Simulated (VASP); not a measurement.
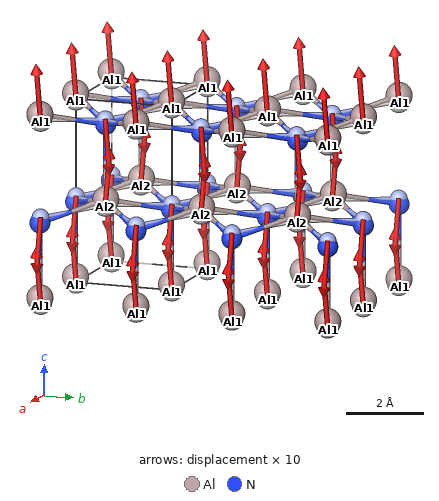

A relaxation of solid AlN (a generated structure, set up in Cmc2_1). The starting structure is drawn faded, the final one solid; red arrows show the displacements (the part carried along by the change of the cell is left out), 10 times their true length.

A ball-and-stick model of the cell of the calculation, repeated 2 × 3 × 1 with one cell outlined, seen slightly off an axis.

The run lets cell and atoms move.

Level of theory: Kohn-Sham DFT of a periodic cell, PBEsol, VASP PAW PBE potentials, recommended in VASP.

Input
```
PREC = Accurate
ENCUT = 600
EDIFF = 1E-7
ISMEAR = 0
SIGMA = 0.01
LREAL = False
LASPH = True
NELM = 60
ALGO = Fast
ISIF = 8
LWAVE = False
LCHARG = False
GGA = PS
IBRION = 2
NSW = 70
EDIFFG = -0.01
PSTRESS = 100.0
```

Command:
```bash
cat potpaw_PBE.64/Al/POTCAR potpaw_PBE.64/N/POTCAR > POTCAR
mpirun -np 1 vasp_std > vasp.out
```

Describe the change and its energy.

The largest moves relative to the cell, 0.15 Å, are those of Al and N atoms. By element the largest moves are Al 0.15 Å, N 0.15 Å. The volume changes by +0.8 %, with a = b 2.664 → 2.671 Å (+0.3 %), c 4.897 → 4.911 Å (+0.3 %). Near-neighbour distances that change, for instance: Al–N 2.302 → 2.001 Å, Al–N 1.864 → 1.943 Å, Al–N 1.889 → 1.943 Å, Al–N 1.914 → 1.942 Å. Among the angles between lasting bonds that change: N–Al–N 171.0° → 153.0°, Al–N–Al 171.0° → 153.0°, Al–N–Al 94.4° → 103.5°. The space group (tolerance 0.01 Å) goes from Cmc2_1 (No. 36) to I4mm (No. 107). Over 10 geometry steps the energy falls by 0.284 eV per cell of the calculation. Largest force component: 0.5 eV/Å at the start, 0.0078 eV/Å at the end. Pressure: 14.17 GPa at the start and 10.03 GPa at the end.
